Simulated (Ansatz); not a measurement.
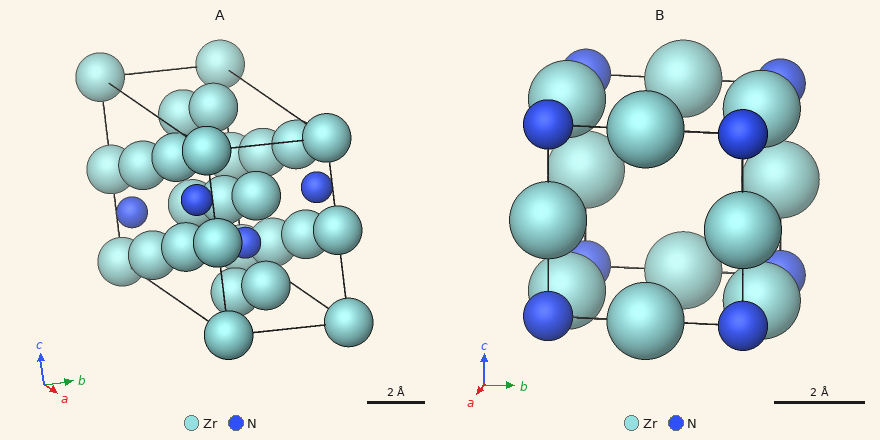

Two structures of Zr3N, each relaxed to rest (conventional cells in solid outline, small ones repeated, not to one scale). Method: DFT PBE, scalar-relativistic, plane waves, PAW (Ansatz 0.2.0), without spin polarisation.

### Name structures A and B.

A: 16 atoms a cell on a base-centred monoclinic lattice, C2/m. B: ReO₃ type, Pm-3m.

### Which structure is more stable?

A is lower, by 666 meV/atom at this level of theory (energies at zero smearing). Volumes: A 18.1, B 21.9 Å³/atom.

One or both may be structure types tried for this composition rather than known phases.
